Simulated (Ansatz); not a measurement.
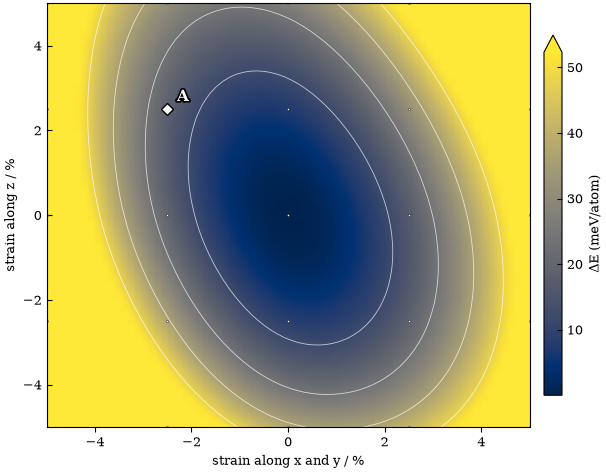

Al3Ni2 (P-3m1, No. 164; 5 atoms in the cell). The cell is strained homogeneously, by one strain along x and y and another along z, with fractional coordinates fixed (x along [1 0 0], z along [0 0 1] of the conventional cell). First axis: strain along x and y. Second axis: strain along z. The grid has 5 × 5 points. All energies are given in meV/atom relative to the lowest grid point. The runs have no spin polarisation; a magnetic state may lie lower. Computed with DFT PBEsol, scalar-relativistic, plane waves, PAW (Ansatz 0.2.0). Settings: cutoff 420 eV, k-mesh 12×12×10 in the order of the run's cell vectors, gaussian smearing 0.15 eV, no spin polarisation.

The picture shows a smooth colour map with a few white contour lines, dots at the grid points, one colour for all values above the top of the scale, the point A. Between grid points the surface is interpolated.

Which way does the force act at A, and how strong is it?

Answer. A, at strain along x and y = −2.5 %, strain along z = 2.5 %, is not a stationary point. The computed force is 13 meV/atom for each 1 % towards larger values of strain along x and y and 2.5 meV/atom for each 1 % towards smaller values of strain along z.
